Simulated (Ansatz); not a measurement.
## Energy of Rh along an even scaling of the cell

System: Rh (P6₃/mmc, 2 atoms in the cell).
Method: DFT, PBEsol, plane waves (420 eV) with PAW, scalar-relativistic, no spin polarisation (Ansatz 0.2.0).

The 5 runs differ only in the geometry, by an even scaling of the cell at fixed fractional positions.

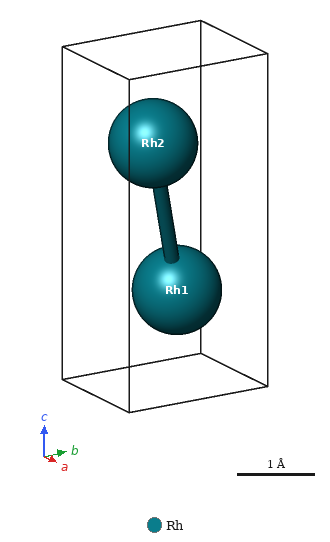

Figure 1. The structure of run 3 (ball-and-stick view of the cell of the calculation, seen slightly off an axis; atoms are numbered from 1 in the order of the input).

**Input of run 3**
```yaml
crystal:
  lattice:
    - [2.7240781876, 0.0, 0.0]
    - [-1.3620390938, 2.3591209123, 0.0]
    - [0.0, 0.0, 4.3940064017]
  atoms:
    - { symbol: Rh, position: [0.3333333333, 0.6666666667, 0.25] }
    - { symbol: Rh, position: [0.6666666667, 0.3333333333, 0.75] }
hamiltonian:
  xc: pbesol
  pseudopotentials:
    kind: paw
    azcp:
      Rh: "pseudopotentials/Rh.paw.azcp"
basis:
  ecutwfc: 420
  fft_grid_basis: typed
kpoints:
  mp_grid: { grid: [15, 15, 8], shift: [0, 0, 0] }
magnetization:
  spin_polarized: false
scf:
  occupations: { method: fermi_dirac, width: 0.1 }
  lower_state_search: "off"
output:
  stress: true
```

Run 2 differs from it as follows:
```diff
-    - [2.7240781876, 0.0, 0.0]
-    - [-1.3620390938, 2.3591209123, 0.0]
-    - [0.0, 0.0, 4.3940064017]
+    - [2.6523583524, 0.0, 0.0]
+    - [-1.3261791762, 2.2970097131, 0.0]
+    - [0.0, 0.0, 4.2783205098]
```

**Results, with one run withheld**

| run | volume per atom (Å³) | free energy per atom, from the lowest run given (meV) | pressure (GPa) |
| --- | --- | --- | --- |
| 1 | 12.490 | 74.37 | 29.85 |
| 2 | 13.033 | ? | ? |
| 3 | 14.119 | 0.00 | −10.34 |
| 4 | 14.662 | 49.19 | −18.35 |
| 5 | 15.205 | 122.33 | −24.54 |

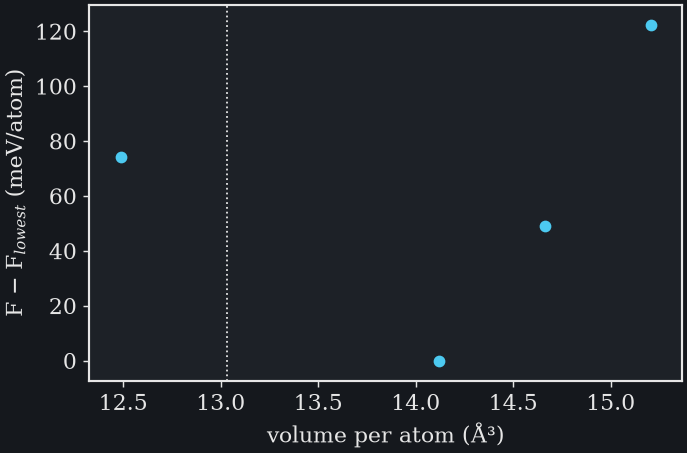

Figure 2. Free energy per atom of the runs given; the dotted line marks run 2.

Estimate the energy of run 2 from the others.

A quadratic polynomial in V^(−2/3) (the Birch–Murnaghan form), fitted to the 4 runs given, misses them by at most 0.62 meV per atom. With x = V^(−2/3) − 0.17170 Å⁻², it reads F = −3.3104 − 6725.8 x + 8.7092e+05 x² (meV per atom). At run 2 it gives 5.52 meV per atom, and the run itself gives 2.78. The slope of the fit gives a pressure −dF/dV of 12.90 GPa there, and the run prints 13.08 GPa. The two needn't agree exactly: the fit is approximate, and the printed stress is taken on a finite basis. The fit has its minimum at 13.594 Å³ per atom, where V d²F/dV² gives 281 GPa. Cell shape and fractional positions are held, so this is the stiffness under even scaling; the relaxed bulk modulus wasn't computed. So low a polynomial doesn't follow these energies more closely.

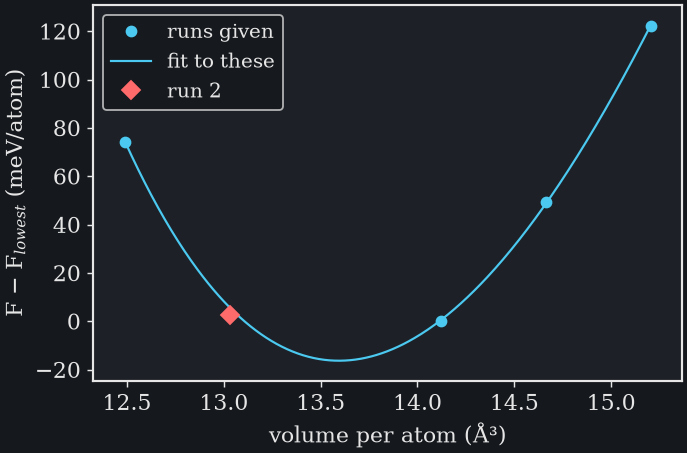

Figure 3. The fit and the withheld run.

**Output, shortened to warnings, some set-up lines, iterations and results (run 2)**
```
Warning: [file] the record states the generating functional pbe (its physics header spells it `PBE`), which answers neither for hamiltonian.xc's functional nor for the pbesol family's — results may be inconsistent (PPs are generated against a specific XC)
Basis set: ecut = 420 eV, 537 PW (Γ)
Symmetry: 24 space group operations
k-points: 135 of 1800
Initial density: superposition of atomic densities (neutral atoms: chi_scale 0, normalization atom), corrected by the library's trained network
[...]
SCF iter   1: F=—  HF=-12677.426675 eV  |F-HF|=—  |Δ(HF+E_count)|=         —  Δρ=1.34e-2  dr2=2.67e-2  ethr=1.77e-3  ⟨swp⟩=4.8  Hψ=11062  notcnv=0
SCF iter   2: F=—  HF=-12677.422964 eV  |F-HF|=—  |Δ(HF+E_count)|=   3.71e-3  Δρ=7.01e-3  dr2=7.23e-3  ethr=7.86e-5  ⟨swp⟩=1.7  Hψ=4746  notcnv=0
SCF iter   3: F=—  HF=-12677.421036 eV  |F-HF|=—  |Δ(HF+E_count)|=   1.93e-3  Δρ=4.44e-4  dr2=1.79e-5  ethr=2.13e-5  ⟨swp⟩=2.0  Hψ=3989  notcnv=0
SCF iter   4: F=—  HF=-12677.421057 eV  |F-HF|=—  |Δ(HF+E_count)|=   2.11e-5  Δρ=7.89e-5  dr2=3.60e-7  ethr=5.27e-8  ⟨swp⟩=2.4  Hψ=4947  notcnv=0
SCF iter   5: F=-12677.421057 eV  HF=-12677.421057 eV  |F-HF|=1.08e-8  |Δ(HF+E_count)|=   2.36e-8  Δρ=1.33e-5  dr2=1.78e-8  ethr=1.06e-9  ⟨swp⟩=2.3  Hψ=5286  notcnv=0
SCF iter   6: F=-12677.421057 eV  HF=-12677.421057 eV  |F-HF|=8.04e-10  |Δ(HF+E_count)|=   4.22e-9  Δρ=3.86e-6  dr2=1.31e-9  ethr=5.25e-11  ⟨swp⟩=1.8  Hψ=9616  notcnv=0
SCF 1 converged in 6 iterations: F = -12677.421057 eV  dr2 = 1.31e-9
SCF converged after 6 iterations
Free energy (F): -12677.421057 eV
Harris-Foulkes:  -12677.421057 eV  (|F-HF|=8.04e-10)
Internal energy: -12677.321894 eV  (E = F + TS)
E sigma→0 (E₀):  -12677.371476 eV
Entropy (-TS):   -0.099163 eV (-49.582 meV/atom)
Fermi energy:    23.921534 eV
--- Per-component energies (eV) ---
  E_band       = -127.786634
  E_kinetic    = 1150.561174
  E_local      = -2997.270609  (includes V_loc(G=0)·N_el)
  E_nonlocal   = 712.872270
  E_hartree    = 1053.785550
  E_xc         = -442.799024
  E_vxc        = -558.036778  (∫ρ·V_xc dr)
  E_paw        = -7047.846319  (= ΣΔE_a)
  E_vpaw       = -543.485852  (= ΣTr[D̂ρ^β])
  E_aug_tail   = 0.001604  (compensation charges beyond the density's cutoff)
  E_ewald      = -5107.178940
  E_core_change = 0.552399  (= ΣΔE_core)
  E_smearing   = -0.099163  (= −TS)
  E_closure    = -0.000000  (closes the sum)
  Σ components = -12677.421057   (vs F -12677.421057, Δ=0.00e0)
--- Stress (GPa, compression-positive) ---
       13.083796      -0.000000       0.000000
        0.000000      13.083796       0.000000
        0.000000       0.000000      13.063683
  P = ⅓ Tr σ = 13.0771 GPa (130.771 kbar)
```

Warnings of the run: the PAW datasets were made with another functional.
